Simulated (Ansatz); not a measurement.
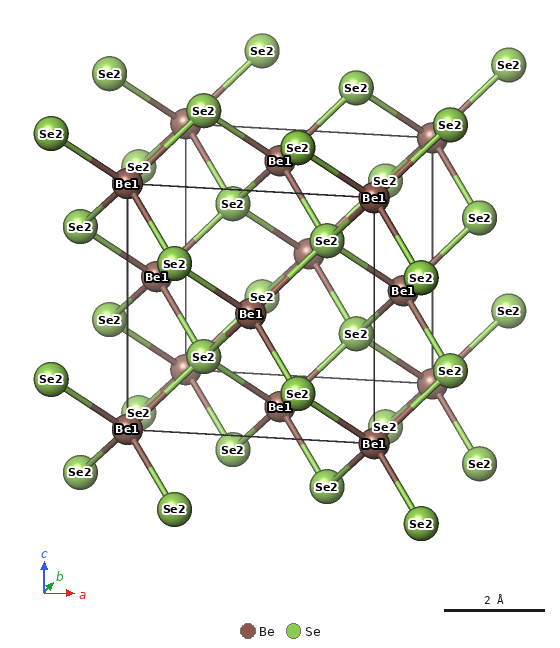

This is crystalline BeSe (set up in F-43m). Style: ball-and-stick. Shown: the conventional cell (4 times the calculation's cell), slightly off an axis. Lengths and directions refer to the drawn axes.

Theory: DFT, LDA, all-electron PAW with datasets made for the crystal, scalar-relativistic in Ansatz. Settings: plane-wave cutoff 220 eV; k-point mesh 10 × 10 × 10; occupations fermi dirac; smearing width 0.02 eV; no spin polarisation.

The variant: The cell is strained by 0.0 % along b and −1.0 % across it (volume −2.0 %), the atoms keeping their fractional coordinates. No relaxation follows.

> What is the effect?

The energy rises by 3.2 meV per atom. Pressure: 0.6 GPa before, 2.4 GPa after. The principal stresses (compression positive) are 1.8 GPa along b and 2.7 GPa across it. All forces vanish by symmetry. The gap on the k-mesh goes from 2.39 to 2.30 eV. Among the bonded contacts that change: Be–Se 2.195 → 2.181 Å. The space group (tolerance 0.01 Å) goes from F-43m (No. 216) to I-4m2 (No. 119).
